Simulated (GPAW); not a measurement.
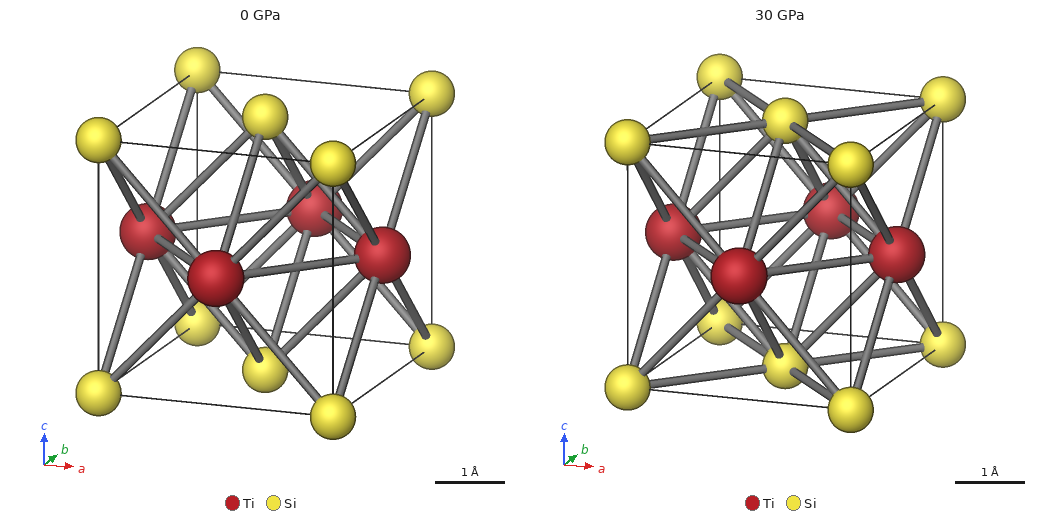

TiSi, space group Cmmm (No. 65), relaxed (cell and atoms) under a series of hydrostatic pressures; the conventional cell is drawn at the lowest and the highest, to one scale (sticks follow a distance rule). The start was a structure listed in the Materials Project. It needn't be the stable form of this composition.

Alike in all runs: GPAW 26.7.0; functional PBEsol; potentials PAW data sets generated in the run's folder for this functional; cutoff 600 eV; k mesh 8 × 8 × 6 on the run's cell of 2 atoms; occupations fermi-dirac, width 0.05 eV; no spin polarisation; no spin-orbit coupling.

```tsv
pressure (GPa)	volume (Å³/atom)	a (Å)	b (Å)	c (Å)
0.0	14.113	3.638	4.070	3.813
2.0	13.927	3.623	4.041	3.805
4.8	13.676	3.602	4.004	3.793
10.0	?	?	?	?
20.0	12.640	3.510	3.860	3.731
30.0	12.135	3.462	3.794	3.695
```

Question: What equation of state do the given rows imply, and what volume does it predict for the missing row?

Answer: The fit gives V0 = 14.12 Å³/atom, B0 = 141 GPa and B0′ = 4.5, which puts the volume at 10.0 GPa at 13.27 Å³/atom. The run gave volume 13.265 Å³/atom; a 3.568 Å; b 3.941 Å; c 3.773 Å.

Question: Which axis yields most up to 30 GPa?

Answer: The b axis: a −4.8 %, b −6.8 %, c −3.1 %, against −14.0 % in volume.

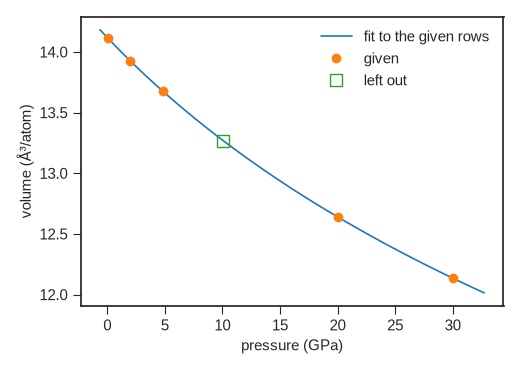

Volume against pressure, with the fit. The structure was kept in its own symmetry, so a change to another phase within this range wouldn't be seen.

Caveat: later steps reuse the first step's grids.
